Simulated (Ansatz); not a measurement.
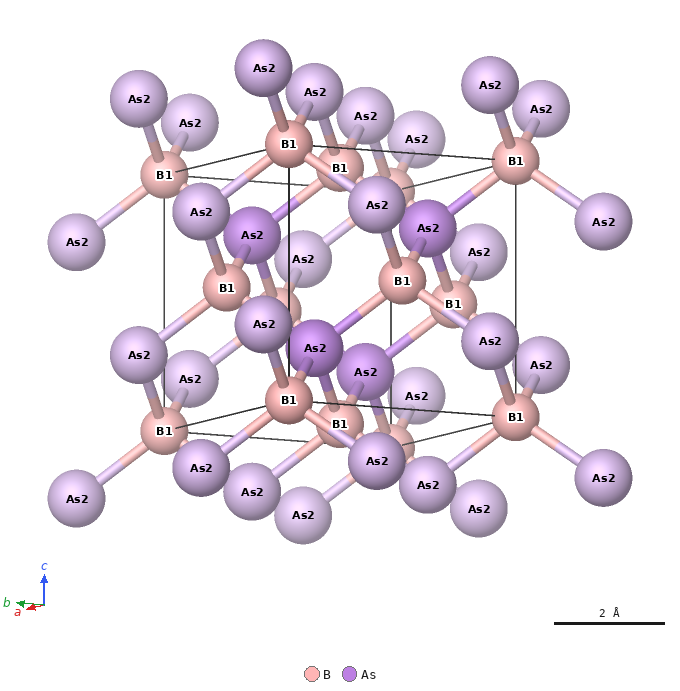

Figure 1. The structure as given in the input (ball-and-stick view of the cell 4 times as large as that of the calculation, set on its symmetry axes, seen at an oblique angle; neighbours outside the cell are drawn fainter; atoms are numbered from 1 in the order of the input). An atom can appear more than once, as a periodic image. Near neighbours in the periodic cell (some may lie outside the picture): B has 4 As at 2.05 Å; As has 4 B at 2.05 Å.

## Band-structure calculation, with input and output: BAs

BAs (F-43m, 2 atoms in the cell), computed with DFT, LDA, PAW with Ansatz's default frozen-core files, scalar-relativistic, no spin polarisation (Ansatz 0.2.0).

It belongs to a series of runs on one base structure; here: volume scaled by 1, PAW files. Figures and captions count atoms from 1; the log counts them from 0 in places.

Input
```yaml
crystal:
  lattice:
    - [0.0, 2.3662817983, 2.3662817983]
    - [2.3662817983, 0.0, 2.3662817983]
    - [2.3662817983, 2.3662817983, 0.0]
  atoms:
    - { symbol: B, position: [0.0, 0.0, 0.0] }
    - { symbol: As, position: [0.25, 0.25, 0.25] }
kpoints:
  mp_grid: { grid: [15, 15, 15] }
  band_path:
    path:
      - [0.0, 0.0, 0.0]
      - [-0.5, -0.5, 0.0]
      - [-0.375, -0.375, 0.25]
      - [-0.375, 0.0, 0.375]
      - [0.0, 0.0, 0.0]
      - [0.0, 0.0, 0.5]
      - [-0.5, -0.25, 0.25]
      - [-0.5, -0.5, 0.0]
    npoints: 8
scf:
  occupations: { method: fermi_dirac, width: 0.05 }
hamiltonian:
  xc: lda
  pseudopotentials: { kind: paw }
output:
  forces: true
  stress: true
  eigenvalues: true
  populations: true
  dos: { projected: true, de: 0.2, e_range: [-14, 8] }
  write_density: true
  write_potential: true
  elf: true
  volumetric_format: npy
```

Command:
```bash
ansatz run input.yaml --threads 1 --pin off --max-ram 2048MiB --backend cpu --events-out ev --progress --plain --runs-dir out
```

What the program printed
```
Engine: ansatz 0.2.0, aarch64-unknown-linux-gnu
Pseudopotentials: kind: paw
Pseudopotential: B, paw, valence charge 3, recommended cutoff 420 eV (normal), B.paw.azcp
Pseudopotential: As, paw, valence charge 15, recommended cutoff 420 eV (normal), As.paw.azcp
Functional definition: SPW92
  exchange = slater_x
  correlation = pw_c
Crystal: 2 atoms, lattice volume = 26.499 Å³
Basis set: ecut = 420 eV, 531 PW (Γ)
Bands: 13, of which v1, the nominal top of the filled ones, is band 9 counted from 1 (8 counted from 0)
Symmetry: 24 space group operations
Space group: F-43m (ITA 216), of the structure as read, at distance tolerance 3.0e-5 Å
k-points: 120 of 3375 (time reversal used)
Non-local potential: B, projectors of the file, l = 0: 2, l = 1: 2, l = 2: 1
Non-local potential: As, projectors of the file, l = 0: 2, l = 1: 2, l = 2: 3, l = 3: 1
PAW form: soft (Blöchl's): semilocal exchange-correlation on the pseudo side does not see the compensation charge
PAW frozen core: B, regenerated for the run's functional, and the local potential with it (the file was generated under x = pbe(κ = 0.804, μ = 0.2195149727645171), c = pbe(β = 0.06672455060314922))
PAW frozen core: As, regenerated for the run's functional, and the local potential with it (the file was generated under x = pbe(κ = 0.804, μ = 0.2195149727645171), c = pbe(β = 0.06672455060314922))
PAW one-centre angular grid: B, 110 points (default); XC on 64 Gauss nodes
PAW one-centre angular grid: As, 590 points (default); XC on 64 Gauss nodes
Initial density: superposition of atomic densities (neutral atoms: chi_scale 0, normalization atom), corrected by the library's trained network
Initial wavefunctions: pseudopotential atomic-orbital guess
Functional: x = slater, c = lda
SCF iter   1: F=—  HF=-4923.533865 eV  |F-HF|=—  |Δ(HF+E_count)|=         —  Δρ=7.26e-3  dr2=1.38e-2  ethr=1.77e-3  ⟨swp⟩=5.5  Hψ=8937  notcnv=0
preconditioner: auto → none  [insulator: Δε(μ)=1.099 eV  Ē_g=12.575 eV  σ=0.050 eV  W_gap=1.00  n_scr=8 (ndim 8)  ℏωp=20.4 eV  f_vac=0.000  D(μ)=0.00/eV (n_scr^D=0)  ε∞_Penn≈3.6]
SCF iter   2: F=—  HF=-4923.529449 eV  |F-HF|=—  |Δ(HF+E_count)|=   4.42e-3  Δρ=2.17e-3  dr2=6.79e-4  ethr=7.66e-5  ⟨swp⟩=2.0  Hψ=3059  notcnv=0
SCF iter   3: F=—  HF=-4923.529129 eV  |F-HF|=—  |Δ(HF+E_count)|=   3.20e-4  Δρ=1.06e-3  dr2=1.23e-4  ethr=3.77e-6  ⟨swp⟩=2.0  Hψ=2633  notcnv=0
SCF iter   4: F=—  HF=-4923.529106 eV  |F-HF|=—  |Δ(HF+E_count)|=   2.27e-5  Δρ=4.03e-4  dr2=1.65e-5  ethr=6.81e-7  ⟨swp⟩=1.0  Hψ=1560  notcnv=0
SCF iter   5: F=—  HF=-4923.529101 eV  |F-HF|=—  |Δ(HF+E_count)|=   5.06e-6  Δρ=7.54e-5  dr2=5.94e-7  ethr=9.14e-8  ⟨swp⟩=2.2  Hψ=2488  notcnv=0
SCF iter   6: F=-4923.529101 eV  HF=-4923.529101 eV  |F-HF|=5.09e-11  |Δ(HF+E_count)|=   5.20e-8  Δρ=6.92e-6  dr2=4.33e-9  ethr=5.56e-10  ⟨swp⟩=7.8  Hψ=9159  notcnv=0
SCF 1 converged in 6 iterations: F = -4923.529101 eV  dr2 = 4.33e-9
  greatest PAW one-centre occupation: 0.999 electrons in one spin orbital (limit 2), on the As atom at site 1 (counted from 0), in its partial waves of l = 2
```

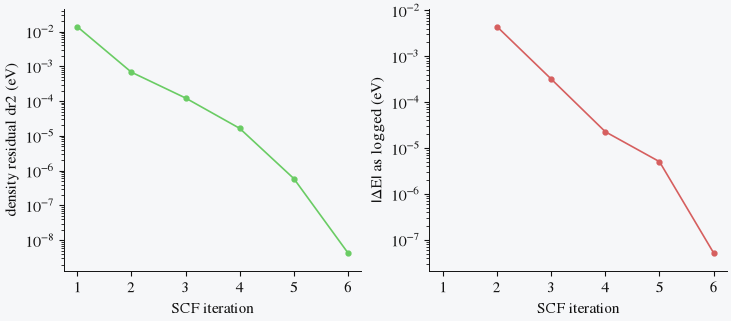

Figure 2. Convergence of the self-consistent field: density residual dr2 and size of the energy change against the SCF iteration. The residual falls at every step.

```
NSCF: frozen V_eff on 57 k-points
SCF converged after 6 iterations
Free energy (F): -4923.529101 eV
Harris-Foulkes:  -4923.529101 eV  (|F-HF|=5.09e-11)
Internal energy: -4923.529101 eV  (E = F + TS)
E sigma→0 (E₀):  -4923.529101 eV
Entropy (-TS):   -0.000000 eV (-0.000 meV/atom)
Fermi energy:    11.831308 eV
--- Per-component energies (eV) ---
  E_band       = -209.446260
  E_kinetic    = 153.856743
  E_local      = -1678.364309  (includes V_loc(G=0)·N_el)
  E_nonlocal   = -651.911172
  E_hartree    = 932.147515
  E_xc         = -111.537262
  E_vxc        = -118.506737  (∫ρ·V_xc dr)
  E_paw        = -1827.862526  (= ΣΔE_a)
  E_vpaw       = 221.184377  (= ΣTr[D̂ρ^β])
  E_aug_tail   = 0.000006  (compensation charges beyond the density's cutoff)
  E_ewald      = -1741.979161
  E_core_change = 2.121064  (= ΣΔE_core)
  E_smearing   = -0.000000  (= −TS)
  E_closure    = 0.000000  (closes the sum)
  Σ components = -4923.529101   (vs F -4923.529101, Δ=0.00e0)
--- Forces (eV/Å), atoms counted from 1 ---
  atom   1  B      0.00000000    -0.00000000     0.00000000
  atom   2  As     0.00000000    -0.00000000     0.00000000
  max |Σ_I F_I| component: 6.33e-16 eV/Å
--- Stress (GPa, compression-positive) ---
       -0.035512       0.000000       0.000000
        0.000000      -0.035512       0.000000
       -0.000000       0.000000      -0.035512
  P = ⅓ Tr σ = -0.0355 GPa (-0.355 kbar)
--- Band table (eV; the first three rows and the last of 120) ---
  k-point 0: bands = ["-24.6489", "-24.6489", "-24.6489", "-24.6235", "-24.6235", "-4.3565", "11.2915", "11.2915", "11.2915", "14.5811", "14.5811", "14.5811", "16.2984"]
  k-point 1: bands = ["-24.6487", "-24.6485", "-24.6485", "-24.6235", "-24.6235", "-4.2817", "10.5765", "11.1416", "11.1416", "14.7309", "14.7775", "14.7775", "16.6812"]
  k-point 2: bands = ["-24.6483", "-24.6475", "-24.6475", "-24.6234", "-24.6234", "-4.0589", "9.1089", "10.7916", "10.7916", "14.7443", "15.2363", "15.2363", "17.6210"]
  k-point 119: bands = ["-24.6452", "-24.6406", "-24.6316", "-24.6266", "-24.6201", "0.0292", "3.2516", "5.4546", "6.2231", "16.0947", "17.3226", "18.2338", "18.8380"]
--- Löwdin populations: 2 sites ---
  site symbol       q [e]
     0      B      3.5832
     1     As     14.3796
  spilling = 0.002063 (of n_electrons = 18.000000)
```

File dos.tsv
```
# E-E_F[eV]	g_bin_mean(E)[states/eV]	N(E)
# format = ansatz-dos/2
# fermi_ev = 11.831308
# fermi_mp_grid = 15 15 15
# fermi_mp_shift = 0 0 0
# g_bin_mean(E): the states in a bin one row spacing wide, centred on E, divided by that spacing. States that the method places at a single energy (under output.dos.method: tetrahedron, those of a tetrahedron whose four corners have one energy) are counted whole in the row whose bin holds that energy (on the edge of two bins, in the lower row). The sum of g_bin_mean over a run of rows, times the row spacing, is the number of states from half a spacing under the first of them to half a spacing over the last (a plain sum, not the trapezoid rule).
-14.000000	4.295846e-1	1.055347e1
-13.800000	4.726240e-1	1.064344e1
-13.600000	5.291512e-1	1.074318e1
-13.400000	6.168887e-1	1.085653e1
-13.200000	7.737643e-1	1.099568e1
-13.000000	7.567391e-1	1.115247e1
-12.800000	7.265579e-1	1.130000e1
-12.600000	7.129877e-1	1.144478e1
-12.400000	6.942068e-1	1.158462e1
-12.200000	7.150955e-1	1.172466e1
-12.000000	8.341427e-1	1.187367e1
-11.800000	1.808957e-1	1.200000e1
-11.600000	0.000000e0	1.200000e1
-11.400000	0.000000e0	1.200000e1
-11.200000	0.000000e0	1.200000e1
-11.000000	0.000000e0	1.200000e1
-10.800000	0.000000e0	1.200000e1
-10.600000	0.000000e0	1.200000e1
-10.400000	0.000000e0	1.200000e1
-10.200000	0.000000e0	1.200000e1
-10.000000	0.000000e0	1.200000e1
-9.800000	0.000000e0	1.200000e1
-9.600000	0.000000e0	1.200000e1
-9.400000	6.766354e-2	1.200158e1
-9.200000	2.430834e-1	1.203477e1
-9.000000	4.418200e-1	1.209668e1
-8.800000	8.667798e-1	1.222367e1
-8.600000	1.749967e0	1.248360e1
-8.400000	9.753086e-1	1.278230e1
-8.200000	6.751825e-1	1.294279e1
-8.000000	5.389848e-1	1.305982e1
-7.800000	4.608094e-1	1.315984e1
-7.600000	3.851914e-1	1.324356e1
-7.400000	3.503748e-1	1.331680e1
-7.200000	3.182896e-1	1.338367e1
-7.000000	2.734083e-1	1.344292e1
-6.800000	2.701059e-1	1.349484e1
-6.600000	5.160111e-1	1.356843e1
-6.400000	8.129089e-1	1.369845e1
-6.200000	8.502982e-1	1.387537e1
-6.000000	7.488282e-1	1.403563e1
-5.800000	7.331008e-1	1.418224e1
-5.600000	7.957321e-1	1.433477e1
-5.400000	8.038355e-1	1.449435e1
-5.200000	8.314420e-1	1.465742e1
-5.000000	9.225681e-1	1.483049e1
-4.800000	1.067118e0	1.502845e1
-4.600000	1.164939e0	1.525677e1
-4.400000	1.116007e0	1.548453e1
-4.200000	1.092594e0	1.570592e1
-4.000000	1.052030e0	1.592083e1
-3.800000	1.029581e0	1.612777e1
-3.600000	1.018436e0	1.633350e1
-3.400000	9.813884e-1	1.653331e1
-3.200000	9.589828e-1	1.672731e1
-3.000000	9.271548e-1	1.691628e1
-2.800000	9.233061e-1	1.709995e1
-2.600000	8.945704e-1	1.728329e1
-2.400000	7.540312e-1	1.745405e1
-2.200000	5.579874e-1	1.758138e1
-2.000000	4.530305e-1	1.768118e1
-1.800000	3.717823e-1	1.776378e1
-1.600000	3.042359e-1	1.783083e1
-1.400000	2.519914e-1	1.788588e1
-1.200000	2.006425e-1	1.793162e1
-1.000000	1.505084e-1	1.796676e1
-0.800000	8.577921e-2	1.799034e1
-0.600000	1.220782e-2	1.799989e1
-0.400000	0.000000e0	1.800000e1
-0.200000	0.000000e0	1.800000e1
0.000000	0.000000e0	1.800000e1
0.200000	0.000000e0	1.800000e1
0.400000	0.000000e0	1.800000e1
0.600000	1.261767e-2	1.800004e1
0.800000	1.220098e-1	1.801175e1
1.000000	2.235670e-1	1.804708e1
1.200000	3.198170e-1	1.810103e1
1.400000	4.043669e-1	1.817452e1
1.600000	4.632464e-1	1.826116e1
1.800000	5.291915e-1	1.836035e1
2.000000	6.005203e-1	1.847312e1
2.200000	6.830847e-1	1.860111e1
2.400000	8.278575e-1	1.874876e1
2.600000	1.161531e0	1.894147e1
2.800000	1.706201e0	1.923171e1
3.000000	1.537814e0	1.957836e1
3.200000	1.220159e0	1.983941e1
3.400000	1.051379e0	2.008466e1
3.600000	5.680858e-1	2.023151e1
3.800000	5.691612e-1	2.034242e1
4.000000	7.074667e-1	2.046211e1
4.200000	1.468436e0	2.068724e1
4.400000	1.454356e0	2.096902e1
4.600000	1.567577e0	2.127943e1
4.800000	1.473475e0	2.159772e1
5.000000	1.012978e0	2.183902e1
5.200000	9.811085e-1	2.203311e1
5.400000	9.785287e-1	2.222893e1
5.600000	1.098075e0	2.244334e1
5.800000	9.747141e-1	2.264733e1
6.000000	9.628690e-1	2.283780e1
6.200000	1.173419e0	2.304757e1
6.400000	1.148860e0	2.328740e1
6.600000	1.056987e0	2.350917e1
6.800000	9.346242e-1	2.370741e1
7.000000	9.408108e-1	2.388997e1
7.200000	7.409597e-1	2.406559e1
7.400000	6.688510e-1	2.420231e1
7.600000	6.730062e-1	2.433572e1
7.800000	7.187046e-1	2.447369e1
8.000000	7.980494e-1	2.462469e1
```

File populations.tsv
```
# site	symbol	l	j	q
# orbitals = lowdin
# n_electrons = 18.000000
# spilling = 0.002063
0	B	0_2S	-	0.895696
0	B	1_2P	-	2.687534
1	As	0_4S	-	1.297125
1	As	1_4P	-	3.089181
1	As	2_3D	-	9.993329
```

File rho_z.tsv
```
# z_ang	rho[e/angstrom^3]
# format = ansatz-planar-average/11
# lattice	0.000000000	2.366281798	2.366281798
# lattice	2.366281798	0.000000000	2.366281798
# lattice	2.366281798	2.366281798	0.000000000
# sites	2
# site	5	0.000000000	0.000000000	0.000000000
# site	33	1.183140899	1.183140899	1.183140899
0.000000	4.696956e-1
0.139434	6.021838e-1
0.278869	8.176140e-1
0.418303	1.131903e0
0.557738	1.502797e0
0.697172	1.810567e0
0.836607	1.911316e0
0.976041	1.741533e0
1.115476	1.373307e0
1.254910	9.584228e-1
1.394345	6.218526e-1
1.533779	4.057018e-1
1.673214	2.882571e-1
1.812648	2.297980e-1
1.952083	2.006068e-1
2.091517	1.859772e-1
2.230952	1.812488e-1
2.370386	1.858592e-1
2.509821	1.997693e-1
2.649255	2.223446e-1
2.788690	2.524232e-1
2.928124	2.889181e-1
3.067559	3.323650e-1
3.206993	3.880446e-1
```

File v_z.tsv
```
# z_ang	v_es[eV]	v_tot[eV]
# format = ansatz-planar-average/11
# xc	lda
# density_cutoff_ev	1680
# datasets	B=:simpson_from_first_knot:soft:shift=-760788	As=:simpson_from_first_knot:soft:shift=-2667139
# lattice	0.000000000	2.366281798	2.366281798
# lattice	2.366281798	0.000000000	2.366281798
# lattice	2.366281798	2.366281798	0.000000000
# sites	2
# site	5	0.000000000	0.000000000	0.000000000
# site	33	1.183140899	1.183140899	1.183140899
0.000000	6.210081e-1	-1.148483e1
0.139434	2.061169e-1	-1.233298e1
0.278869	8.410565e-1	-1.201992e1
0.418303	2.296033e0	-1.076070e1
0.557738	4.126928e0	-8.985318e0
0.697172	5.799825e0	-7.219713e0
0.836607	6.899595e0	-5.886357e0
0.976041	7.334769e0	-5.094142e0
1.115476	7.342243e0	-4.620673e0
1.254910	7.236191e0	-4.172034e0
1.394345	7.269252e0	-3.538762e0
1.533779	7.677896e0	-2.545357e0
1.673214	8.567114e0	-1.140866e0
1.812648	9.809330e0	5.175529e-1
1.952083	1.105653e1	2.067045e0
2.091517	1.191749e1	3.100930e0
2.230952	1.223204e1	3.447030e0
2.370386	1.210035e1	3.204669e0
2.509821	1.149067e1	2.353496e0
2.649255	1.026933e1	7.814382e-1
2.788690	8.499596e0	-1.427121e0
2.928124	6.373259e0	-4.067046e0
3.067559	4.099043e0	-6.908481e0
3.206993	2.029316e0	-9.552555e0
```

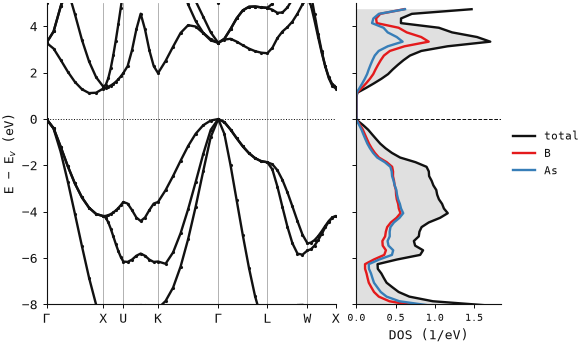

Figure 3. Band structure along Γ–X–U–K–Γ–L–W–X and density of states (projected on Löwdin-orthogonalised atomic shells), with energies from the valence-band top. There is a gap of 1.12 eV on this path, indirect, from Γ to between Γ and X.

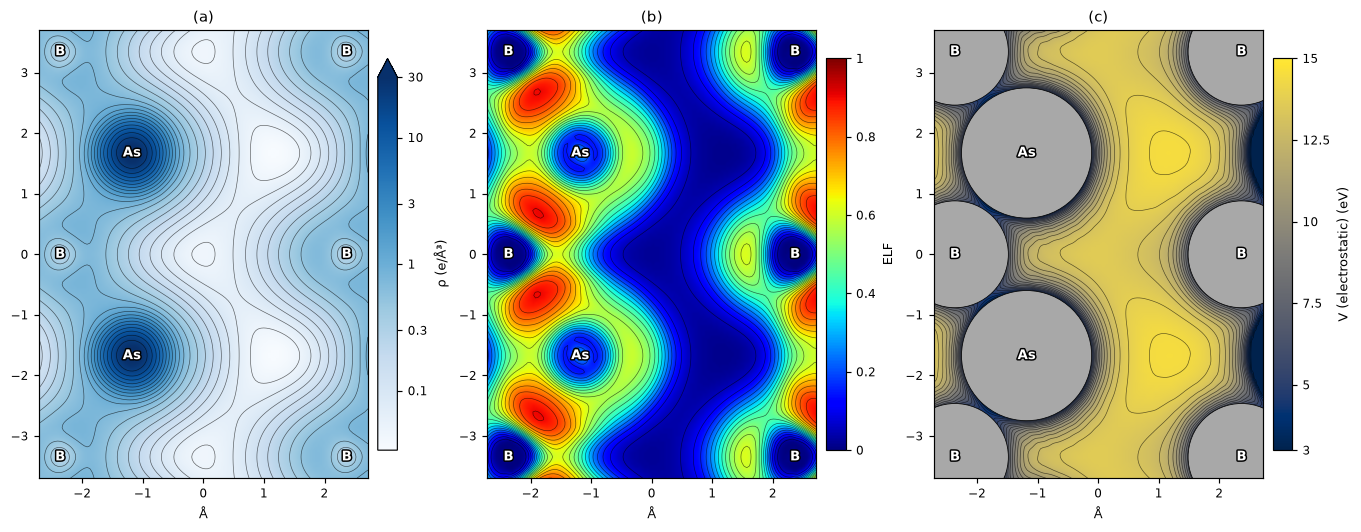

Figure 4. (a) valence electron density; (b) electron localisation function; (c) electrostatic potential (local pseudopotential plus Hartree) felt by an electron on the (011) plane of the conventional cell. Grey discs, where drawn, cover atomic cores. Atoms in the plane: B and As. Away from the nuclei the density in this plane falls to 0.03 e/Å³ at its lowest. Outside the cores the potential energy rises away from the atoms and is highest about 2.0 Å from the nearest atoms; outside the discs it spans about 11 eV, and its zero is arbitrary. In a PAW calculation such maps are meaningful between the atoms, not at the nuclei.

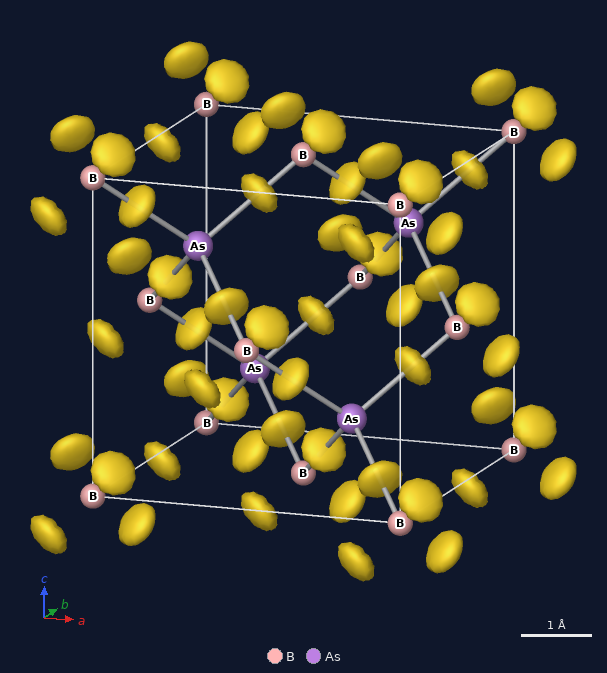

Figure 5. Isosurface of the electron localisation function at 0.85 (yellow), seen slightly off an axis. Only the valence region is drawn (cores and ρ < 0.01 e/Å³ removed). Sticks mark near contacts. The outline is the cell set on symmetry axes. The ELF exceeds this value in 16 regions between bonded As–B atoms (shared pairs), counted in one cell of 8 atoms. Along the contacts the grid gives the following. B–As (2.05 Å): the ELF peaks at about 0.90 between the atoms (localised, shared-pair bonding).

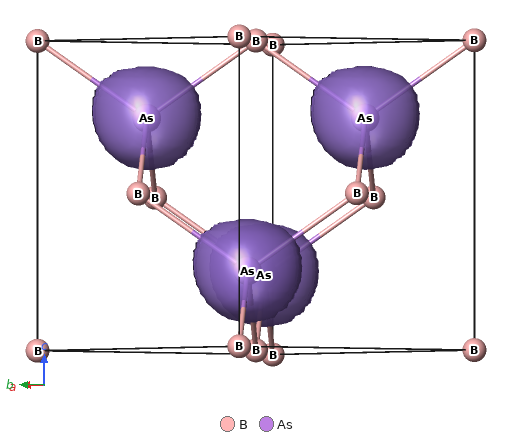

Figure 6. Isosurface of the valence pseudo-density at 1 e/Å³ (purple), seen at an oblique angle. Sticks mark near contacts. The outline is the cell set on symmetry axes. At this value the density breaks into separate islands; it holds about 60 % of the electrons treated as valence. It is pinched off along the B–As (2.05 Å) contacts. On the grid the lowest density along these lines, outside the cores, is 0.76 e/Å³ (B–As, 2.05 Å).

Summary

```csv
quantity,value
outcome,converged
space group (tolerance 0.01 Å),F-43m (216)
electrons treated,18
free energy,−4923.5291 eV
Fermi energy,11.831 eV
pressure,−0.04 GPa
electronic character,gap of 1.12 eV
largest force (length of the vector),under 0.001 eV/Å
hardware,"1 thread of Arm Neoverse V2, 112 GiB of memory available, shared host"
wall time,5.1 s
peak memory,0.32 GiB
```
